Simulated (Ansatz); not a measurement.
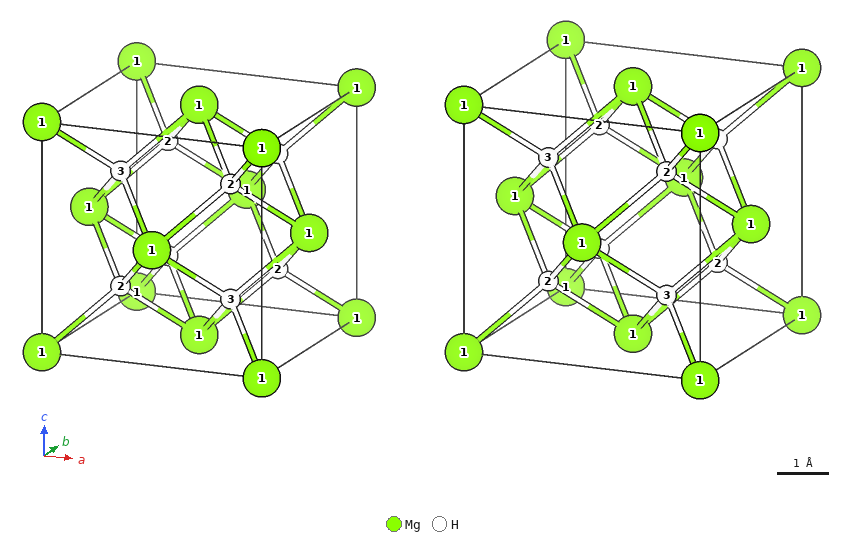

Two geometries of a crystal of MgH$_{2}$ (a generated structure, set up in Fm-3m), drawn at one scale. One is the start of a relaxation, the other its converged end. Style: ball-and-stick. Shown: the conventional cell (4 times the calculation's cell), from a free direction. Lengths and directions refer to the drawn axes.

All numbers below come from DFT, PBE, PAW with Ansatz's default frozen-core files, scalar-relativistic in Ansatz 0.2.0. Settings: plane-wave cutoff 420 eV; k-point mesh 14 × 14 × 14; occupations fermi dirac; smearing width 0.05 eV; no spin polarisation; cell and atoms relaxed; force threshold 0.005 eV/Å; at most 80 steps.

Question: Which one is relaxed?

Answer: The left one is the relaxed one. Case: cell and atoms relaxed from a first guess. No atom moves by more than 0.005 Å relative to the cell. Cell: a = b = c 5.111 → 4.757 Å (−6.9 %). Volume −19.3 %. Some distances before and after: Mg1–H2 2.213 → 2.060 Å. The space group stays Fm-3m (No. 225). Over 4 accepted moves (6 points after the start) the energy falls by 0.207 eV per cell of the calculation. All forces vanish by symmetry, so only the cell relaxes. Pressure: −8.76 GPa at the start and 0.00 GPa at the end. At 2 points the geometry stayed and the basis and grid were re-selected for the new cell (energy shift of 3.0 meV per cell of the calculation at most each time).
